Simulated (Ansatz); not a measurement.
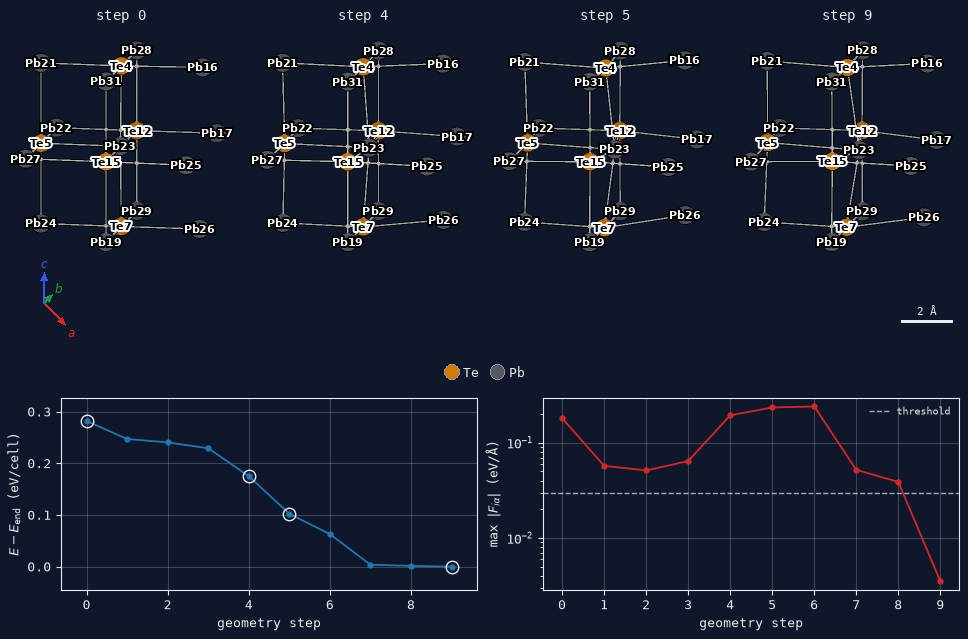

Frames of a relaxation of a defect cell of composition Te$_{15}$Pb$_{16}$, marked on the history of the run. A ball-and-stick model of the atoms within 5.0 Å of the atom that moves most (axes of the larger cell on standard axes (2 times the calculation's cell) (origin shifted)), seen slightly off an axis.

These are results of DFT PBEsol, scalar-relativistic, plane waves, PAW in Ansatz 0.2.0, not measurements. Set-up: plane-wave cutoff 420 eV; k-point mesh 2 × 2 × 2; occupations gaussian; smearing width 0.02 eV; mesh shifted by (0.5, 0.5, 0.5); collinear spin; atoms relaxed in a fixed cell; force threshold 0.03 eV/Å; at most 40 steps.

Question: Describe the path.

Answer: Pb23 moves most: 0.54 Å along [3 1 2]. Largest moves by element: Pb 0.54 Å, Te 0.07 Å. The cell stays as it was. Among the contacts that change: Te5–Pb23 3.184 → 3.645 Å, Te15–Pb23 3.216 → 3.369 Å, Te12–Pb17 3.226 → 3.123 Å, Te7–Pb23 3.221 → 3.123 Å. Bond angles that change, for instance: Te4–Pb23–Te7 178.6° → 162.6°, Te4–Pb23–Te15 90.1° → 83.0°, Te7–Pb23–Te12 89.9° → 94.8°. After 9 geometry steps the energy has fallen by 0.282 eV per cell of the calculation. Largest force component: 0.18 eV/Å at the start, 0.0035 eV/Å at the end. The program noted that the starting moments weren't kept. Cost: 20 min on 8 threads of Arm Neoverse V1, on a shared host, peak memory 9.5 GiB. From step 0 to 4: Pb26 moves most (0.37 Å), energy −0.107 eV per cell of the calculation. From step 4 to 5: Pb26 moves most (0.19 Å), energy −72.8 meV per cell of the calculation. From step 5 to 9: Pb26 moves most (0.19 Å), energy −0.102 eV per cell of the calculation.

| step | E − E(0), meV/atom | largest force component, eV/Å |
| --- | --- | --- |
| 0 | 0.00 | 0.1811 |
| 1 | -1.12 | 0.0573 |
| 2 | -1.33 | 0.0512 |
| 3 | -1.70 | 0.0642 |
| 4 | -3.44 | 0.1939 |
| 5 | -5.79 | 0.2346 |
| 6 | -7.06 | 0.2402 |
| 7 | -8.97 | 0.0520 |
| 8 | -9.04 | 0.0388 |
| 9 | -9.09 | 0.0035 |
